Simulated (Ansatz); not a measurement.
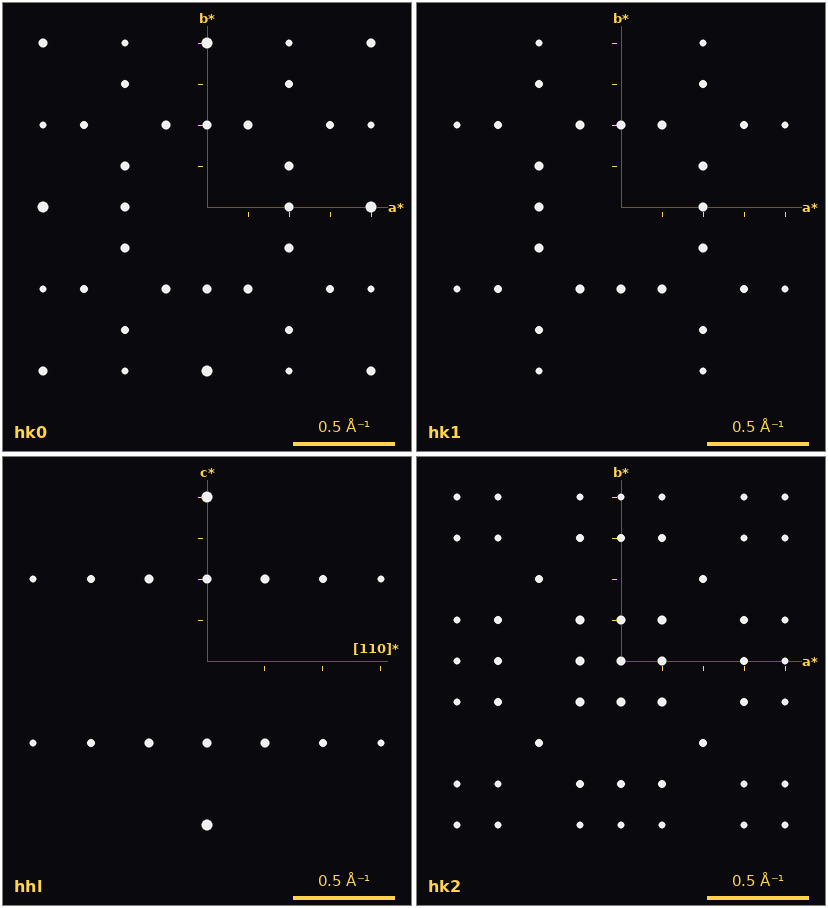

Four undistorted layers of reciprocal space, calculated for a single crystal (X-rays, kinematic |F|², B = 0.5 Å²). Tick marks count the reciprocal lattice steps of the conventional cell along each axis.

Q: What cell do the layers give?

A: a* = 0.203, b* = 0.203, c* = 0.203 Å⁻¹; the cell is cubic with a = 4.91 Å.

Q: Which reflection conditions do the layers show?

A: Reflections are present only under these conditions. hkl: no condition; hk0: no condition; hhl: l = 2n; h00: h = 2n. The lattice is primitive (P). Further gaps, such as 0 4 1, 4 0 1, 1 4 0, come from atoms on special positions, not from the group's general conditions. A few very weak reflections are below the display threshold.

Q: Which space groups fit?

A: The intensities have Laue symmetry m-3m (the hk0 layer shows 4mm, hk1 shows 4mm). With these conditions the candidates are P-43n (No. 218), Pm-3n (No. 223). Diffraction geometry alone does not choose among them; the structure has Pm-3n. The compound is Si. Structure: the input geometry of an electronic-structure calculation (not necessarily at equilibrium); the starting structure was generated, so it need not be a known form of this composition.
